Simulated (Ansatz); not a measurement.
**MoS2: geometry relaxation (part 2 of 2)**

Continued. System: MoS2 (3 atoms in the cell). Method: DFT PBEsol, scalar-relativistic, plane waves, PAW, no spin polarisation (Ansatz 0.2.0); cutoff 420 eV, 12×12×12 k-mesh, Gaussian smearing of 0.02 eV. The structure derives from a Materials Project entry.

Geometry of the input (Å; fractional positions):
```
1.5922  0.9192  6.4821
-1.5922  0.9192  6.4821
0.0000  -1.8385  6.4821
Mo 0.9998  0.9998  0.9998
S  0.4129  0.4129  0.4129
S  0.2533  0.2533  0.2533
```

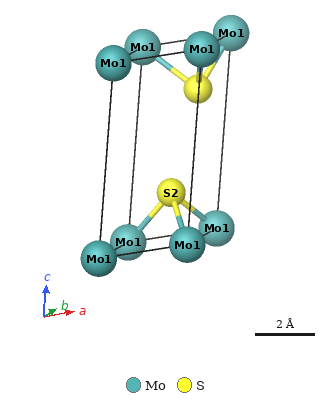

*The geometry at step 2 of the log (ball-and-stick view of the reduced cell, seen slightly off an axis; atoms are numbered from 1 in the order of the input).*

Output, continued
```
SCF iter   1: F=—  HF=-6670.167714 eV  |F-HF|=—  |Δ(HF+E_count)|=         —  Δρ=8.50e-4  dr2=3.61e-4  ethr=1.72e-6  ⟨swp⟩=3.2  Hψ=21568  notcnv=0
preconditioner: auto → none  [insulator: Δε(μ)=1.078 eV  Ē_g=8.231 eV  σ=0.020 eV  W_gap=1.00  n_scr=16 (ndim 8)  ℏωp=21.3 eV  f_vac=0.024  D(μ)=0.00/eV (n_scr^D=0)  ε∞_Penn≈7.7]
SCF iter   2: F=—  HF=-6670.167620 eV  |F-HF|=—  |Δ(HF+E_count)|=   9.39e-5  Δρ=3.44e-4  dr2=3.38e-5  ethr=1.39e-6  ⟨swp⟩=2.0  Hψ=4814  notcnv=0
SCF iter   3: F=—  HF=-6670.167620 eV  |F-HF|=—  |Δ(HF+E_count)|=   2.40e-7  Δρ=1.54e-4  dr2=6.39e-6  ethr=1.30e-7  ⟨swp⟩=2.2  Hψ=4697  notcnv=0
SCF iter   4: F=—  HF=-6670.167621 eV  |F-HF|=—  |Δ(HF+E_count)|=   1.03e-6  Δρ=5.26e-5  dr2=5.51e-6  ethr=2.46e-8  ⟨swp⟩=2.3  Hψ=4672  notcnv=0
SCF iter   5: F=—  HF=-6670.167620 eV  |F-HF|=—  |Δ(HF+E_count)|=   8.14e-7  Δρ=2.47e-5  dr2=5.52e-7  ethr=2.12e-8  ⟨swp⟩=2.1  Hψ=4221  notcnv=0
SCF iter   6: F=—  HF=-6670.167620 eV  |F-HF|=—  |Δ(HF+E_count)|=   4.71e-9  Δρ=1.40e-5  dr2=3.48e-7  ethr=1.15e-9  ⟨swp⟩=9.8  Hψ=22041  notcnv=0
SCF iter   7: F=-6670.167620 eV  HF=-6670.167620 eV  |F-HF|=1.56e-9  |Δ(HF+E_count)|=   5.15e-8  Δρ=3.58e-6  dr2=5.54e-9  ethr=1.15e-9  ⟨swp⟩=9.0  Hψ=20172  notcnv=0
SCF 4 converged in 7 iterations: F = -6670.167620 eV  dr2 = 5.54e-9
relax step   4: F+E_penalty+E_count = -6670.16762005 eV  Δ(F+E_penalty+E_count) = -7.695e-4 eV  max|allowed force component| = 8.539e-3 eV/Å  Δτ_max = 0.0084 Å  P = -0.020 GPa  Ω = 54.452 Å³  energy of the carried Pulay correction = +1.837e-4 eV  (7 SCF iters, dr2 threshold 3.00e-7 eV, accepted)
Crystal: 3 atoms, lattice volume = 53.957 Å³
Basis set: ecut = 420 eV, 1029 PW (Γ), FFT grids on a1−a2, a2, −a2+a3, exchange–correlation on 48×96×48 points (8 copies of the dense FFT grid, shifted against one another)
iter 1 solved again at ethr=3.31e-6 eV; its pass at ethr=3.10e-3 eV (dr2=8.61e-4 eV) is discarded
SCF iter   1: F=—  HF=-6670.168214 eV  |F-HF|=—  |Δ(HF+E_count)|=         —  Δρ=1.22e-3  dr2=6.90e-4  ethr=3.31e-6  ⟨swp⟩=2.7  Hψ=21218  notcnv=0
preconditioner: auto → none  [insulator: Δε(μ)=1.031 eV  Ē_g=8.244 eV  σ=0.020 eV  W_gap=1.00  n_scr=16 (ndim 8)  ℏωp=21.4 eV  f_vac=0.019  D(μ)=0.00/eV (n_scr^D=0)  ε∞_Penn≈7.8]
SCF iter   2: F=—  HF=-6670.168160 eV  |F-HF|=—  |Δ(HF+E_count)|=   5.40e-5  Δρ=8.37e-4  dr2=7.63e-4  ethr=2.65e-6  ⟨swp⟩=2.0  Hψ=4914  notcnv=0
SCF iter   3: F=—  HF=-6670.168124 eV  |F-HF|=—  |Δ(HF+E_count)|=   3.63e-5  Δρ=6.38e-4  dr2=5.37e-4  ethr=2.65e-6  ⟨swp⟩=2.0  Hψ=4402  notcnv=0
SCF iter   4: F=—  HF=-6670.168061 eV  |F-HF|=—  |Δ(HF+E_count)|=   6.27e-5  Δρ=2.97e-4  dr2=7.50e-5  ethr=2.07e-6  ⟨swp⟩=1.0  Hψ=3213  notcnv=0
SCF iter   5: F=—  HF=-6670.168062 eV  |F-HF|=—  |Δ(HF+E_count)|=   4.31e-7  Δρ=7.55e-5  dr2=4.33e-6  ethr=2.89e-7  ⟨swp⟩=1.1  Hψ=3228  notcnv=0
SCF iter   6: F=—  HF=-6670.168062 eV  |F-HF|=—  |Δ(HF+E_count)|=   8.03e-8  Δρ=2.43e-5  dr2=1.09e-6  ethr=1.67e-8  ⟨swp⟩=2.0  Hψ=4249  notcnv=0
SCF iter   7: F=-6670.168062 eV  HF=-6670.168062 eV  |F-HF|=8.16e-9  |Δ(HF+E_count)|=   1.80e-7  Δρ=4.78e-6  dr2=1.42e-8  ethr=6.98e-10  ⟨swp⟩=7.5  Hψ=22108  notcnv=0
SCF 5 converged in 7 iterations: F = -6670.168062 eV  dr2 = 1.42e-8
relax step   5: F+E_penalty+E_count = -6670.16806160 eV  Δ(F+E_penalty+E_count) = -4.416e-4 eV  max|allowed force component| = 2.572e-2 eV/Å  Δτ_max = 0.0127 Å  P = +0.220 GPa  Ω = 53.957 Å³  energy of the carried Pulay correction = +2.216e-4 eV  (7 SCF iters, dr2 threshold 1.81e-7 eV, accepted)
Crystal: 3 atoms, lattice volume = 53.788 Å³
iter 1 solved again at ethr=1.40e-6 eV; its pass at ethr=3.10e-3 eV (dr2=3.65e-4 eV) is discarded
SCF iter   1: F=—  HF=-6670.168258 eV  |F-HF|=—  |Δ(HF+E_count)|=         —  Δρ=7.19e-4  dr2=2.99e-4  ethr=1.40e-6  ⟨swp⟩=2.6  Hψ=19952  notcnv=0
preconditioner: auto → none  [insulator: Δε(μ)=1.007 eV  Ē_g=8.233 eV  σ=0.020 eV  W_gap=1.00  n_scr=16 (ndim 8)  ℏωp=21.5 eV  f_vac=0.017  D(μ)=0.00/eV (n_scr^D=0)  ε∞_Penn≈7.8]
SCF iter   2: F=—  HF=-6670.168320 eV  |F-HF|=—  |Δ(HF+E_count)|=   6.14e-5  Δρ=7.54e-4  dr2=8.44e-4  ethr=1.15e-6  ⟨swp⟩=2.0  Hψ=4914  notcnv=0  recentre
SCF iter   3: F=—  HF=-6670.168216 eV  |F-HF|=—  |Δ(HF+E_count)|=   1.04e-4  Δρ=4.15e-4  dr2=1.08e-4  ethr=1.15e-6  ⟨swp⟩=2.0  Hψ=4514  notcnv=0
SCF iter   4: F=—  HF=-6670.168209 eV  |F-HF|=—  |Δ(HF+E_count)|=   6.92e-6  Δρ=8.40e-5  dr2=1.66e-6  ethr=4.14e-7  ⟨swp⟩=2.0  Hψ=4778  notcnv=0
SCF iter   5: F=—  HF=-6670.168209 eV  |F-HF|=—  |Δ(HF+E_count)|=   1.86e-7  Δρ=2.23e-5  dr2=3.46e-7  ethr=6.39e-9  ⟨swp⟩=2.2  Hψ=4711  notcnv=0
SCF iter   6: F=—  HF=-6670.168209 eV  |F-HF|=—  |Δ(HF+E_count)|=  2.98e-10  Δρ=1.35e-5  dr2=2.32e-7  ethr=6.09e-10  ⟨swp⟩=9.8  Hψ=22484  notcnv=0
SCF iter   7: F=-6670.168209 eV  HF=-6670.168209 eV  |F-HF|=1.15e-8  |Δ(HF+E_count)|=   3.48e-8  Δρ=3.85e-6  dr2=1.49e-8  ethr=6.09e-10  ⟨swp⟩=8.3  Hψ=19348  notcnv=0
SCF 6 converged in 7 iterations: F = -6670.168209 eV  dr2 = 1.49e-8
relax step   6: F+E_penalty+E_count = -6670.16820940 eV  Δ(F+E_penalty+E_count) = -1.478e-4 eV  max|allowed force component| = 5.895e-3 eV/Å  Δτ_max = 0.0080 Å  P = -0.029 GPa  Ω = 53.788 Å³  energy of the carried Pulay correction = +2.346e-4 eV  (7 SCF iters, dr2 threshold 1.58e-7 eV, accepted)
Crystal: 3 atoms, lattice volume = 53.771 Å³
iter 1 solved again at ethr=3.18e-9 eV; its pass at ethr=3.10e-3 eV (dr2=8.27e-7 eV) is discarded
SCF iter   1: F=—  HF=-6670.168203 eV  |F-HF|=—  |Δ(HF+E_count)|=         —  Δρ=3.66e-5  dr2=6.79e-7  ethr=3.18e-9  ⟨swp⟩=3.3  Hψ=20839  notcnv=0
preconditioner: auto → none  [insulator: Δε(μ)=1.007 eV  Ē_g=8.232 eV  σ=0.020 eV  W_gap=1.00  n_scr=16 (ndim 8)  ℏωp=21.5 eV  f_vac=0.018  D(μ)=0.00/eV (n_scr^D=0)  ε∞_Penn≈7.8]
SCF iter   2: F=—  HF=-6670.168213 eV  |F-HF|=—  |Δ(HF+E_count)|=   9.97e-6  Δρ=3.15e-5  dr2=1.30e-6  ethr=2.61e-9  ⟨swp⟩=2.0  Hψ=4914  notcnv=0
SCF iter   3: F=—  HF=-6670.168213 eV  |F-HF|=—  |Δ(HF+E_count)|=   9.85e-8  Δρ=2.01e-5  dr2=5.86e-7  ethr=2.61e-9  ⟨swp⟩=2.0  Hψ=4519  notcnv=0
SCF iter   4: F=—  HF=-6670.168213 eV  |F-HF|=—  |Δ(HF+E_count)|=   6.30e-8  Δρ=9.34e-6  dr2=9.60e-8  ethr=2.26e-9  ⟨swp⟩=1.0  Hψ=3213  notcnv=0
SCF iter   5: F=—  HF=-6670.168213 eV  |F-HF|=—  |Δ(HF+E_count)|=   9.69e-9  Δρ=3.48e-6  dr2=1.44e-8  ethr=3.69e-10  ⟨swp⟩=2.0  Hψ=3427  notcnv=0
SCF iter   6: F=-6670.168213 eV  HF=-6670.168213 eV  |F-HF|=1.64e-11  |Δ(HF+E_count)|=   1.75e-9  Δρ=7.49e-7  dr2=1.96e-10  ethr=3.42e-11  ⟨swp⟩=8.0  Hψ=17763  notcnv=0
SCF 7 converged in 6 iterations: F = -6670.168213 eV  dr2 = 1.96e-10
relax step   7: F+E_penalty+E_count = -6670.16821295 eV  Δ(F+E_penalty+E_count) = -3.552e-6 eV  max|allowed force component| = 8.243e-4 eV/Å  Δτ_max = 0.0002 Å  P = +0.003 GPa  Ω = 53.771 Å³  energy of the carried Pulay correction = +2.359e-4 eV  (6 SCF iters, dr2 threshold 8.88e-9 eV, accepted)
Basis set: ecut = 420 eV, 1029 PW (Γ), FFT grids on a1−a2, a2, −a2+a3, exchange–correlation on 48×90×48 points (8 copies of the dense FFT grid, shifted against one another)
Initial wavefunctions: pseudopotential atomic-orbital guess (no wavefunctions were taken with the density)
iter 1 solved again at ethr=2.66e-7 eV; its pass at ethr=3.10e-3 eV (dr2=6.91e-5 eV) is discarded
SCF iter   1: F=—  HF=-6670.167964 eV  |F-HF|=—  |Δ(HF+E_count)|=         —  Δρ=5.74e-5  dr2=2.35e-7  ethr=2.66e-7  ⟨swp⟩=3.2  Hψ=27632  notcnv=0
preconditioner: auto → none  [insulator: Δε(μ)=1.007 eV  Ē_g=8.232 eV  σ=0.020 eV  W_gap=1.00  n_scr=16 (ndim 8)  ℏωp=21.5 eV  f_vac=0.019  D(μ)=0.00/eV (n_scr^D=0)  ε∞_Penn≈7.8]
SCF iter   2: F=—  HF=-6670.167980 eV  |F-HF|=—  |Δ(HF+E_count)|=   1.57e-5  Δρ=2.78e-5  dr2=5.06e-8  ethr=9.03e-10  ⟨swp⟩=2.1  Hψ=5436  notcnv=0
SCF iter   3: F=—  HF=-6670.167980 eV  |F-HF|=—  |Δ(HF+E_count)|=   4.41e-8  Δρ=5.61e-6  dr2=2.84e-8  ethr=1.95e-10  ⟨swp⟩=2.0  Hψ=5666  notcnv=0
SCF iter   4: F=—  HF=-6670.167980 eV  |F-HF|=—  |Δ(HF+E_count)|=   1.66e-9  Δρ=3.72e-6  dr2=2.12e-8  ethr=1.09e-10  ⟨swp⟩=2.7  Hψ=5240  notcnv=0
SCF iter   5: F=—  HF=-6670.167980 eV  |F-HF|=—  |Δ(HF+E_count)|=   2.56e-9  Δρ=1.49e-6  dr2=1.92e-9  ethr=8.15e-11  ⟨swp⟩=1.0  Hψ=3213  notcnv=0
SCF iter   6: F=—  HF=-6670.167980 eV  |F-HF|=—  |Δ(HF+E_count)|=  8.64e-11  Δρ=5.91e-7  dr2=4.45e-10  ethr=7.37e-12  ⟨swp⟩=2.3  Hψ=3925  notcnv=0
SCF iter   7: F=-6670.167980 eV  HF=-6670.167980 eV  |F-HF|=9.09e-13  |Δ(HF+E_count)|=  6.00e-11  Δρ=1.77e-7  dr2=5.32e-12  ethr=1.00e-12  ⟨swp⟩=5.1  Hψ=16887  notcnv=0
SCF 8 converged in 7 iterations: F = -6670.167980 eV  dr2 = 5.32e-12
relax step   8: F+E_penalty+E_count = -6670.16798012 eV  Δ(F+E_penalty+E_count) = +2.328e-4 eV  max|allowed force component| = 8.992e-4 eV/Å  Δτ_max = 0.0000 Å  P = +0.004 GPa  Ω = 53.771 Å³  stress off target by 6.33e-3 GPa  SCF on the basis re-selected at this cell (its energy is not comparable with the rows above)  (7 SCF iters)
basis re-selected at this cell: Δ(F+E_penalty+E_count) = +2.328e-4 eV, ΔP = +0.001 GPa vs the last step (what re-selecting the basis moved, of the pressure what is left beyond the Pulay correction that the steps carried, after the strain that the cell walked since its last selection, with what the two solves' SCF thresholds leave and, on support functions, any second-order correction that the steps lacked; it is no measure of the basis error at this ecutwfc). The dense FFT grid was sized anew with the basis: this SCF ran on 24×45×24 points, the steps before it on 24×48×24, so part of this shift can come from that change (see relax.cell in the input reference). This SCF's stress stands 6.33e-3 GPa from its target on what of the cell is left free (relax.cell.stress_tol is 5.00e-2 GPa) and its largest allowed force component is 8.99e-4 eV/Å (relax.f_tol is 5.00e-3 eV/Å): within both
SCF converged after 7 iterations
Free energy (F): -6670.167980 eV
Harris-Foulkes:  -6670.167980 eV  (|F-HF|=9.09e-13)
Internal energy: -6670.167980 eV  (E = F + TS)
E sigma→0 (E₀):  -6670.167980 eV
Fermi energy:    11.171500 eV
--- Per-component energies (eV) ---
  E_band       = -160.460681
  E_kinetic    = 656.660107
  E_local      = -2060.589466  (includes V_loc(G=0)·N_el)
  E_nonlocal   = 201.442780
  E_hartree    = 800.769102
  E_xc         = -375.824017
  E_vxc        = -404.769824  (∫ρ·V_xc dr)
  E_paw        = -4311.917359  (= ΣΔE_a)
  E_vpaw       = -154.742526  (= ΣTr[D̂ρ^β])
  E_aug_tail   = 0.000031  (compensation charges beyond the density's cutoff)
  E_ewald      = -1581.042355
  E_core_change = 0.333198  (= ΣΔE_core)
  E_smearing   = -0.000000  (= −TS)
  E_closure    = 0.000000  (closes the sum)
  Σ components = -6670.167980   (vs F -6670.167980, Δ=0.00e0)
--- Forces (eV/Å), atoms counted from 1 ---
  atom   1  Mo    -0.00000000    -0.00000000     0.00007668
  atom   2  S     -0.00000000     0.00000000     0.00082222
  atom   3  S      0.00000000    -0.00000000    -0.00089929
  max |Σ_I F_I| component: 3.91e-7 eV/Å
--- Stress (GPa, compression-positive) ---
        0.002933       0.000000      -0.000000
        0.000000       0.002933      -0.000000
       -0.000000      -0.000000       0.006332
  P = ⅓ Tr σ = 0.0041 GPa (0.041 kbar)
--- Band table (eV; the first three rows and the last of 189) ---
  k-point 0: bands = ["-50.6501", "-24.8570", "-24.5927", "-24.5927", "-4.2883", "-2.6492", "3.8206", "7.4337", "7.4337", "8.5737", "8.5737", "9.3446", "9.5145", "12.8936", "12.8936", "13.2615", "13.2615"]
  k-point 1: bands = ["-50.6471", "-24.8512", "-24.6224", "-24.5994", "-4.1771", "-2.6119", "3.9502", "7.1945", "7.5492", "8.1141", "8.3992", "9.4471", "9.6507", "12.7951", "12.8906", "13.0686", "13.1519"]
  k-point 2: bands = ["-50.6388", "-24.8351", "-24.7028", "-24.6177", "-3.8598", "-2.5056", "4.2853", "6.6420", "7.3565", "7.8718", "7.9907", "9.3846", "9.6088", "12.2327", "12.8626", "12.9031", "13.4934"]
  k-point 188: bands = ["-50.6501", "-24.8571", "-24.5927", "-24.5927", "-4.0812", "-3.0005", "4.6909", "7.2677", "7.4231", "7.4231", "8.5947", "8.5947", "10.6682", "12.9682", "12.9682", "13.1571", "13.1571"]
--- Relaxed structure (7 steps of the walk, 6 accepted, 1 SCFs on fresh bases) ---
  F+E_penalty+E_count = -6670.16798012 eV   max|allowed force component| = 8.992e-4 eV/Å   (the final SCF, on the basis selected at the relaxed cell)
  cell:  # Å, volume = 53.7710 Å³
    - [1.5715348714000288, 0.9073260810436908, 6.285059288921412]
    - [-1.5715348714000288, 0.9073260810436908, 6.285059288921412]
    - [-4.641877004333695e-17, -1.8146521620873817, 6.285059288921412]
  atoms:
    - { symbol: Mo, position: [0.9997682906472773, 0.9997682906472773, 0.9997682906472773] }
    - { symbol: S, position: [0.4157504954672825, 0.4157504954672825, 0.4157504954672825] }
    - { symbol: S, position: [0.2504822138854401, 0.2504822138854401, 0.2504822138854401] }
```

Trajectory as extended XYZ (Å, eV, eV/Å), 8 frames, from step=1 to step=8
```
3
Lattice="1.5922 0.9192 6.4821 -1.5922 0.9192 6.4821 0.0000 -1.8385 6.4821" Properties=species:S:1:pos:R:3:forces:R:3 step=1 energy=-6670.14787 pressure_GPa=-3.14
Mo    0.0000    0.0000   19.4419    0.0000   0.0000  -0.0013
S     0.0000    0.0000    8.0300    0.0000   0.0000  -0.1370
S     0.0000    0.0000    4.9257    0.0000   0.0000   0.1383
3
Lattice="1.5453 0.8922 6.4247 -1.5453 0.8922 6.4247 0.0000 -1.7844 6.4247" Properties=species:S:1:pos:R:3:forces:R:3 step=2 energy=-6670.13820 pressure_GPa=1.73 accepted=F
Mo    0.0000    0.0000   19.2699    0.0000   0.0000  -0.0040
S     0.0000    0.0000    8.0108    0.0000   0.0000  -0.2539
S     0.0000    0.0000    4.8303    0.0000   0.0000   0.2577
3
Lattice="1.5718 0.9075 6.4162 -1.5718 0.9075 6.4162 0.0000 -1.8150 6.4162" Properties=species:S:1:pos:R:3:forces:R:3 step=3 energy=-6670.16685 pressure_GPa=-0.52
Mo    0.0000    0.0000   19.2442    0.0000   0.0000  -0.0011
S     0.0000    0.0000    7.9736    0.0000   0.0000  -0.0616
S     0.0000    0.0000    4.8503    0.0000   0.0000   0.0627
3
Lattice="1.5703 0.9066 6.3745 -1.5703 0.9066 6.3745 0.0000 -1.8133 6.3745" Properties=species:S:1:pos:R:3:forces:R:3 step=4 energy=-6670.16762 pressure_GPa=-0.02
Mo    0.0000    0.0000   19.1192    0.0000   0.0000  -0.0009
S     0.0000    0.0000    7.9301    0.0000   0.0000  -0.0076
S     0.0000    0.0000    4.8106    0.0000   0.0000   0.0085
3
Lattice="1.5704 0.9067 6.3160 -1.5704 0.9067 6.3160 0.0000 -1.8133 6.3160" Properties=species:S:1:pos:R:3:forces:R:3 step=5 energy=-6670.16806 pressure_GPa=0.22
Mo    0.0000    0.0000   18.9437    0.0000   0.0000  -0.0009
S     0.0000    0.0000    7.8696    0.0000   0.0000   0.0257
S     0.0000    0.0000    4.7541    0.0000   0.0000  -0.0249
3
Lattice="1.5715 0.9073 6.2874 -1.5715 0.9073 6.2874 0.0000 -1.8146 6.2874" Properties=species:S:1:pos:R:3:forces:R:3 step=6 energy=-6670.16821 pressure_GPa=-0.03
Mo    0.0000    0.0000   18.8577    0.0000   0.0000   0.0002
S     0.0000    0.0000    7.8417    0.0000   0.0000  -0.0059
S     0.0000    0.0000    4.7248    0.0000   0.0000   0.0056
3
Lattice="1.5715 0.9073 6.2851 -1.5715 0.9073 6.2851 0.0000 -1.8147 6.2851" Properties=species:S:1:pos:R:3:forces:R:3 step=7 energy=-6670.16821 pressure_GPa=0.00
Mo    0.0000    0.0000   18.8508    0.0000   0.0000   0.0001
S     0.0000    0.0000    7.8391    0.0000   0.0000   0.0007
S     0.0000    0.0000    4.7229    0.0000   0.0000  -0.0008
3
Lattice="1.5715 0.9073 6.2851 -1.5715 0.9073 6.2851 0.0000 -1.8147 6.2851" Properties=species:S:1:pos:R:3:forces:R:3 step=8 energy=-6670.16798 pressure_GPa=0.00
Mo    0.0000    0.0000   18.8508    0.0000   0.0000   0.0001
S     0.0000    0.0000    7.8391    0.0000   0.0000   0.0008
S     0.0000    0.0000    4.7229    0.0000   0.0000  -0.0009
```

Summary

```tsv
quantity	value
outcome	converged
space group (tolerance 0.01 Å)	R3m (160)
electrons treated	26
free energy	−6670.1680 eV
Fermi energy	11.171 eV
gap on the k-point mesh	1.01 eV
pressure	0.00 GPa
final volume	53.77 Å³
largest force (length of the vector) at the end	0.001 eV/Å
final cell	a = 6.542 Å, b = 6.542 Å, c = 6.542 Å, α = 27.80°, β = 27.80°, γ = 27.80°
hardware	1 thread of Intel Xeon @ 2.50GHz (Skylake/Cascade Lake), 192 GiB of memory available, shared host
wall time	4 min
peak memory	0.57 GiB
```
